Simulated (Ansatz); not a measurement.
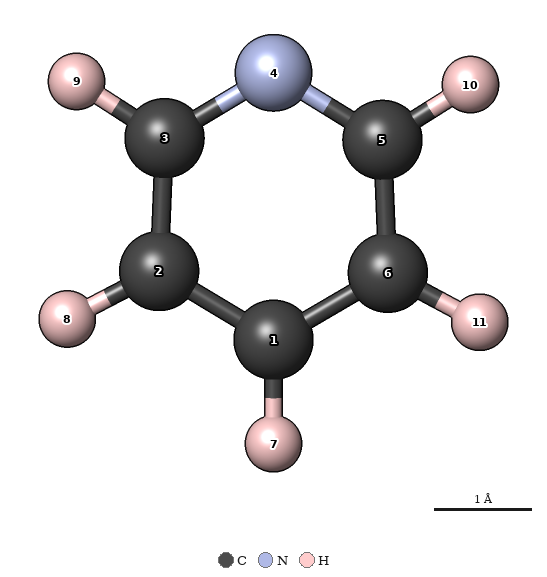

**Figure 1.** The structure as given in the input (ball-and-stick view, seen on its broad side; atoms are numbered from 1 in the order of the input).

Single-point calculation of C₅H₅N

System: C₅H₅N, SMILES c1ccncc1.
Method: RKS B3LYP5/aug-cc-pVTZ (Ansatz 0.2.0).

The geometry comes from this level: PBE0-D4/def2-TZVP. Figures and captions count atoms from 1; the log counts them from 0 in places.

**The program's output**
```
Functional definition: B3LYP5
  name "B3LYP5"
  cite "Stephens, Devlin, Chabalowski & Frisch, J. Phys. Chem. 98, 11623 (1994) doi:10.1021/j100096a001"
  cite "Becke, Phys. Rev. A 38, 3098 (1988) doi:10.1103/PhysRevA.38.3098"
  cite "Lee, Yang & Parr, Phys. Rev. B 37, 785 (1988) doi:10.1103/PhysRevB.37.785"
  cite "Vosko, Wilk & Nusair, Can. J. Phys. 58, 1200 (1980) doi:10.1139/p80-159"
  parameter a0 = 0.2
  parameter ax = 0.72
  parameter ac = 0.81
  exchange = (1 - a0 - ax)*slater_x + ax*b88_x + a0*exact_x
  correlation = (1 - ac)*vwn5_c + ac*lyp_c
1510 factors; their error is unknown
mean field evaluation 1: about -6743.3629 eV, gradient 6.8e1 eV
mean field evaluation 2: about -6734.9891 eV, gradient 9.0e1 eV
mean field evaluation 4: about -6754.3057 eV, gradient 8.8e0 eV
mean field evaluation 8: about -6754.4758 eV, gradient 2.2e-1 eV
mean field evaluation 16: about -6754.4464 eV, gradient 3.9e-4 eV
mean field -6754.44635618 eV, -248.2213252613 hartree, gradient 1.3e-5 eV, S^2 0.000000; 0 other end points of the search recorded, 0 dependent functions left out
the calculation of the forces begins
reference -6754.44666793 eV, -248.2213367180 hartree; 21, 21 occupied and 370, 370 virtual orbitals, 1510 factors
Total energy: -6754.44666793 eV, -248.2213367180 hartree
Atom 0 at    -0.662151    -0.770735    -0.612491 Å, force    -0.146939    -0.168528    -0.135191 eV/Å
Atom 1 at    -0.415620    -0.970081     0.735757 Å, force    -0.086494    -0.178096     0.104381 eV/Å
Atom 2 at     0.371468    -0.045531     1.406837 Å, force     0.012496    -0.133516     0.355389 eV/Å
Atom 3 at     0.904800     1.024802     0.828452 Å, force     0.127306     0.145908     0.117065 eV/Å
Atom 4 at     0.660635     1.204214    -0.464909 Å, force     0.105531     0.268598    -0.246828 eV/Å
Atom 5 at    -0.112183     0.341291    -1.228299 Å, force    -0.036709     0.036972    -0.217697 eV/Å
Atom 6 at    -1.272178    -1.469780    -1.173482 Å, force     0.036984     0.042434     0.034061 eV/Å
Atom 7 at    -0.823352    -1.824612     1.262319 Å, force     0.024975     0.050911    -0.028890 eV/Å
Atom 8 at     0.583604    -0.173301     2.465025 Å, force    -0.017640     0.000261    -0.063687 eV/Å
Atom 9 at     1.106277     2.085679    -0.918235 Å, force    -0.030435    -0.055228     0.019433 eV/Å
Atom 10 at    -0.275999     0.540854    -2.280476 Å, force     0.010925    -0.009715     0.061963 eV/Å
Dipole moment:    -0.264556    -0.303163    -0.243291 e Å
```

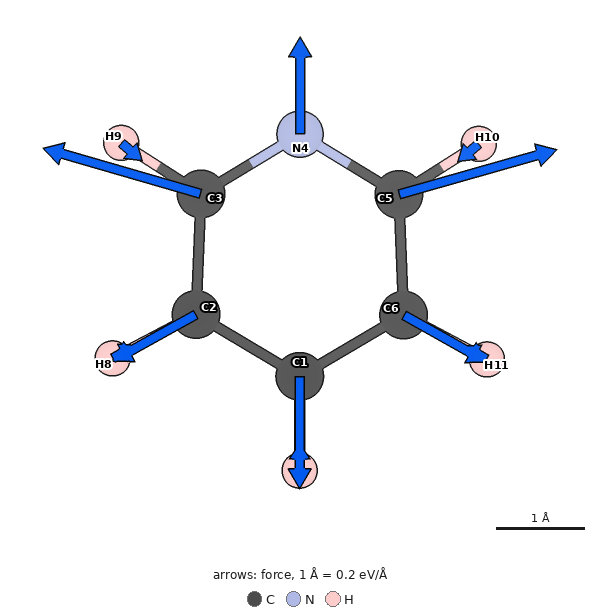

**Figure 2.** Forces on the atoms as blue arrows (ball-and-stick view, seen at a tilt; atoms are numbered from 1 in the order of the input). The largest act on C3, C5 (0.38 eV/Å); C1 (0.26 eV/Å); N4 (0.23 eV/Å); C2, C6 (0.22 eV/Å). The geometry is not a stationary point of this energy.

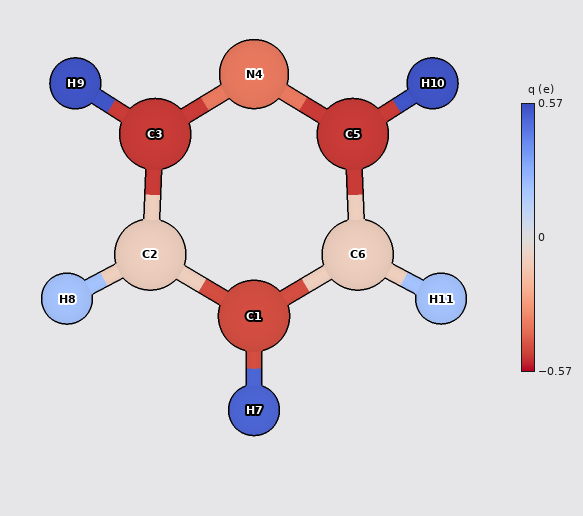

**Figure 3.** Mulliken charges, as the colour of each atom (ball-and-stick view, seen on its broad side; atoms are numbered from 1 in the order of the input). By element: C −0.50 to −0.09, N −0.37 and H +0.21 to +0.55 e.

This output came from the following input.

**The input**
```yaml
crystal:
  periodic: [false, false, false]
  atoms:
    - {symbol: C, position_ang: [-0.662151, -0.770735, -0.612491]}
    - {symbol: C, position_ang: [-0.415620, -0.970081, 0.735757]}
    - {symbol: C, position_ang: [0.371468, -0.045531, 1.406837]}
    - {symbol: N, position_ang: [0.904800, 1.024802, 0.828452]}
    - {symbol: C, position_ang: [0.660635, 1.204214, -0.464909]}
    - {symbol: C, position_ang: [-0.112183, 0.341291, -1.228299]}
    - {symbol: H, position_ang: [-1.272178, -1.469780, -1.173482]}
    - {symbol: H, position_ang: [-0.823352, -1.824612, 1.262319]}
    - {symbol: H, position_ang: [0.583604, -0.173301, 2.465025]}
    - {symbol: H, position_ang: [1.106277, 2.085679, -0.918235]}
    - {symbol: H, position_ang: [-0.275999, 0.540854, -2.280476]}
basis:
  gaussian: {orbitals: aug-cc-pVTZ}
hamiltonian: {xc: {name: B3LYP5}}
output: {forces: true}
```

Launch command:
```bash
ansatz run in.yaml --threads 4 --pin off --events-out ev --progress --plain --max-ram 10444MiB
```

**Key numbers**

| quantity | value |
| --- | --- |
| outcome | converged |
| total energy | −6754.4467 eV |
| SCF solution under orbital rotations | stable |
| largest force (length of the vector) | 0.380 eV/Å |
| dipole moment | 2.26 D |
| hardware | 4 threads of Arm Neoverse N1, 23 GiB of memory available, shared host |
| wall time | 17 s (CPU time 63 s) |
| peak memory | 1.7 GiB |
